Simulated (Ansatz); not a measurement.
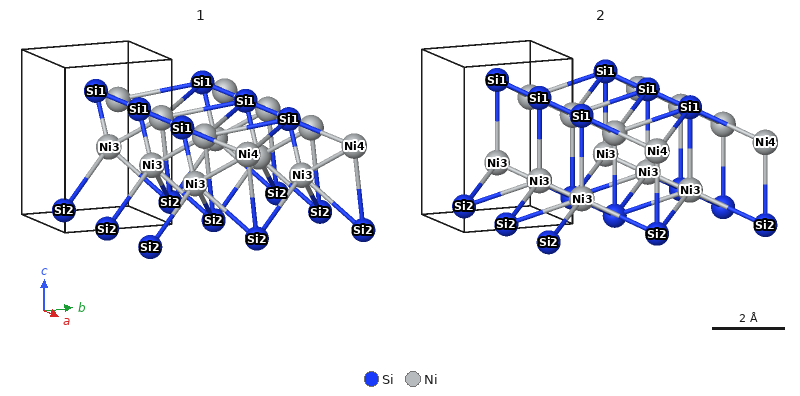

Two geometries of a crystal of SiNi (set up in P1), drawn at one scale. One is the start of a relaxation, the other its converged end. The picture is a ball-and-stick view of the cell of the calculation, repeated 3 × 2 × 1 with one cell outlined, seen slightly off an axis.

All numbers below come from Ansatz 0.2.0, DFT PBE, scalar-relativistic, plane waves, PAW. Settings: plane-wave cutoff 420 eV; k-point mesh 12 × 10 × 8; occupations gaussian; smearing width 0.15 eV; no spin polarisation; cell and atoms relaxed; force threshold 0.01 eV/Å; at most 80 steps.

Q: Which geometry has the lower energy?

A: Structure 2 is the relaxed one. Case: all atoms moved at random, sigma 0.25 Å for each component; relaxed back. After 8 accepted moves (9 points after the start) the energy has fallen by 8.199 eV per cell of the calculation. Largest force component: 23 eV/Å at the start, 0.0006 eV/Å at the end. The pressure goes from 71.21 to −0.05 GPa. The SCF was repeated once at an unchanged geometry on a basis and grid sized afresh for the cell, which shifted the energy by less than 0.05 meV per cell of the calculation at most. The atom that moves furthest relative to the cell is Ni3 (0.64 Å along [−2 −1 −2]). By element the largest moves are Ni 0.64 Å, Si 0.42 Å. The drawn cell changes as follows: a 3.055 → 2.993 Å (−2.1 %), b 3.258 → 3.313 Å (+1.7 %), c 4.709 → 4.718 Å (+0.2 %); the volume changes by −0.2 %. Near-neighbour distances that change, for instance: Si1–Ni3 3.250 → 2.356 Å, Ni3–Ni4 1.864 → 2.685 Å, Si1–Ni3 (another image) 1.624 → 2.362 Å, Si2–Ni3 3.078 → 2.396 Å. New bonds form, among them: Si1–Ni3 (3.25 → 2.36 Å), Si2–Ni3 (3.08 → 2.40 Å). Bonds break, among them: Ni3–Ni4 (1.86 → 2.68 Å). Among the angles between lasting bonds that change: Si1–Ni3–Si2 144.5° → 111.3°, Si2–Ni3–Si2 110.0° → 137.4°, Ni3–Si2–Ni3 110.0° → 137.4°. The space group (tolerance 0.01 Å) goes from P1 (No. 1) to Pmmn (No. 59).

Limits of the set-up: an element that often carries a moment was run without spin polarisation.
